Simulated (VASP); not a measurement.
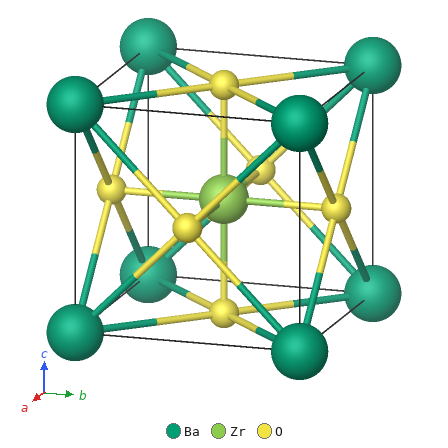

System: BaZrO₃, space group Pm-3m (No. 221). The picture shows the conventional cell.

Structure:
```cif
data_structure
_symmetry_space_group_name_H-M 'P 1'
_symmetry_Int_Tables_number 1
_cell_length_a 4.1580
_cell_length_b 4.1580
_cell_length_c 4.1580
_cell_angle_alpha 90.000
_cell_angle_beta 90.000
_cell_angle_gamma 90.000
_cell_volume 71.89
loop_
_atom_site_label
_atom_site_type_symbol
_atom_site_fract_x
_atom_site_fract_y
_atom_site_fract_z
_atom_site_occupancy
Ba1 Ba 0.00000 0.00000 0.00000 1
Zr1 Zr 0.50000 0.50000 0.50000 1
O1 O 0.50000 0.50000 0.00000 1
O2 O 0.50000 0.00000 0.50000 1
O3 O 0.00000 0.50000 0.50000 1
```

How it was computed, with VASP 6.6.1: plane-wave DFT, no spin polarisation; energies at scaled volumes of the given cell, shape and fractions fixed, counted from the fit's minimum, third-order Birch-Murnaghan fit. Level: LDA.

k mesh 6×6×6; occupations Gaussian; smearing width 0.02 eV; potentials VASP PAW LDA potentials, recommended; wave cutoff 520 eV.

What does the calculation give for the energy and pressure against volume? The volume takes the values 13.80, 14.09, 14.38, 14.66, 14.95 Å³/atom.

A third-order Birch–Murnaghan fit gives V0 = 14.40 Å³/atom, B0 = 174 GPa and B′ = 4.2. The energy is 14.76 meV/atom at volume 13.80 Å³/atom and 10.62 meV/atom at 14.95 Å³/atom; the lowest computed point is at volume 14.38 Å³/atom (0.02 meV/atom). The pressure falls from 7.99 GPa at volume 13.80 Å³/atom to −6.15 GPa at 14.95 Å³/atom, and changes sign near 14.39 Å³/atom.

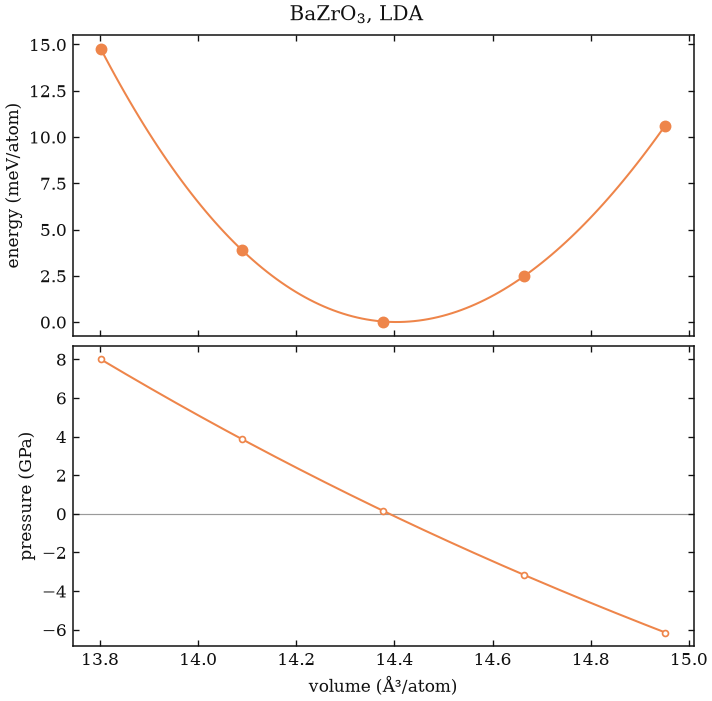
